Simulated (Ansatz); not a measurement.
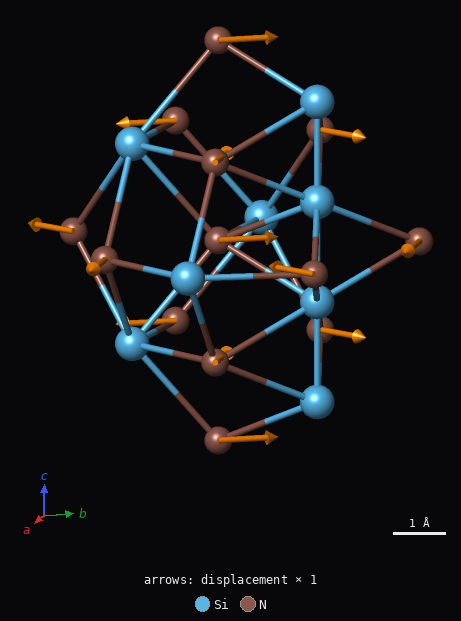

This is a relaxation of a crystal of Si$_{2}$N$_{3}$ (a generated structure, set up in P6_3/m) (coarse preliminary run). The starting structure is drawn; orange arrows show the displacements (the part carried along by the change of the cell is left out), at their true length.

The picture is a ball-and-stick view of the atoms within 4.2 Å of the atom that moves most (axes of the cell of the calculation), seen slightly off an axis.

The calculation used DFT PBE, scalar-relativistic, plane waves, PAW (Ansatz). Settings: plane-wave cutoff 420 eV; k-point mesh 3 × 3 × 4; occupations gaussian; smearing width 0.1 eV; collinear spin; cell and atoms relaxed; force threshold 0.04 eV/Å; at most 70 steps.

Which element moves most?

Nitrogen: up to 1.23 Å, against 0.00 Å for silicon.

What happened in the run?

After 15 accepted moves (18 points after the start) the energy has fallen by 26.055 eV per cell of the calculation. Largest force component: 1.3 eV/Å at the start, 0.016 eV/Å at the end. Pressure: −23.11 GPa at the start and 0.16 GPa at the end. The line search rejected the trial step at point 13 of the run. At 2 points the geometry stayed and the basis and grid were re-selected for the new cell (energy shift of 0.334 eV per cell of the calculation at most each time). The largest moves relative to the cell, 1.23 Å, are those of N atoms. Si stays in place. The volume changes by −14.7 %, with a = b 6.430 → 5.272 Å (−18.0 %), c 3.984 → 5.053 Å (+26.8 %). Some distances before and after: N–Si 2.632 → 3.654 Å, N–Si 2.510 → 1.656 Å, N–Si 2.479 → 1.877 Å, Si–Si 1.992 → 2.526 Å. The space group (tolerance 0.01 Å) goes from P6_3/m (No. 176) to P6_3/mmc (No. 194). The program noted that the starting moments weren't kept. The run took 110 s on 1 thread of Intel(R) Xeon(R) Platinum 8488C (Sapphire Rapids), with other jobs on the host, peak memory 0.49 GiB.

Limits of the set-up: the k-point mesh is coarse for a cell with partly filled bands.
